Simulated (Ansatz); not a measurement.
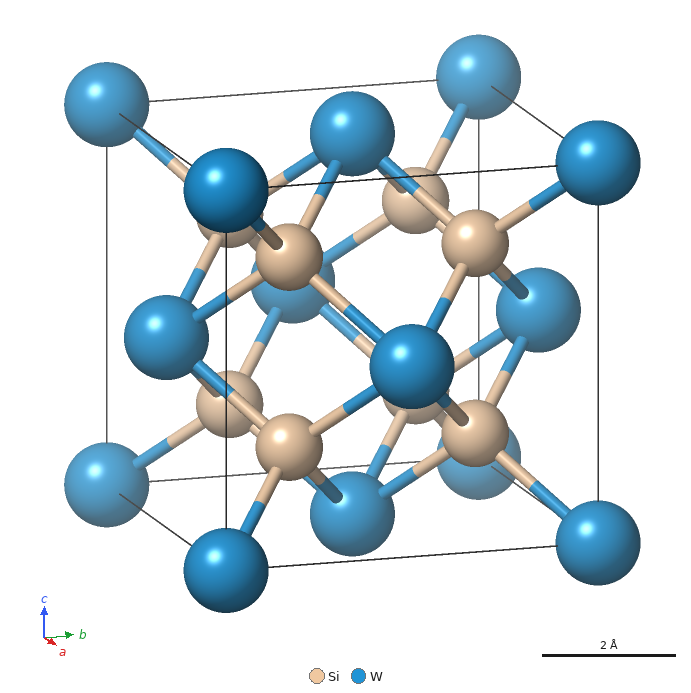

Shown here is a ball-and-stick view of the crystal, taken slightly off an axis. The conventional unit cell is drawn as a box. Cell: a = 5.89 Å, b = 5.89 Å, c = 5.89 Å, α = 90.00°, β = 90.00°, γ = 90.00°.

It goes back to a random cell made by a generator, so it need not be a real form of the compound. Earlier steps of the study may have refined or changed the cell and positions. It was run through Ansatz as a DFT input.

**Notes on the structure:**

The solid is Si2W. The space group is Fm-3m (No. 225); the lattice is face-centred cubic. Among the common structure types it is antifluorite. Counting shared atoms by their share gives 8 Si, 4 W, or 12 atoms. About every Si there are four W in a tetrahedral arrangement at about 2.6 Å. W is coordinated by eight Si in a cubic arrangement at about 2.6 Å. The bonds build a three-dimensional framework.

Run with DFT PBE, scalar-relativistic, plane waves, PAW (Ansatz 0.2.0) and these settings: wavefunction cutoff 420 eV, k-points about 0.13 Å⁻¹ apart, Gaussian smearing of 0.1 eV, no spin polarisation.

**How large a gap does the method give, if there is one?**

A metal: bands cross the Fermi level.

**How are the electrons shared out in a Bader analysis?**

Si +0.12 e; W -0.23 e.

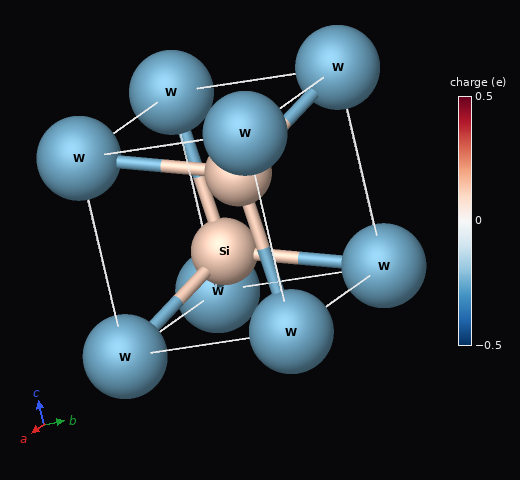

The atoms coloured by those charges. The run's cell of 3 atoms is drawn, so axes and origin can differ from the first picture.

**Is the structure relaxed at this level of theory?**

Yes. All forces vanish to within 0.01 eV/Å. The pressure is 0.0 GPa, close to zero.
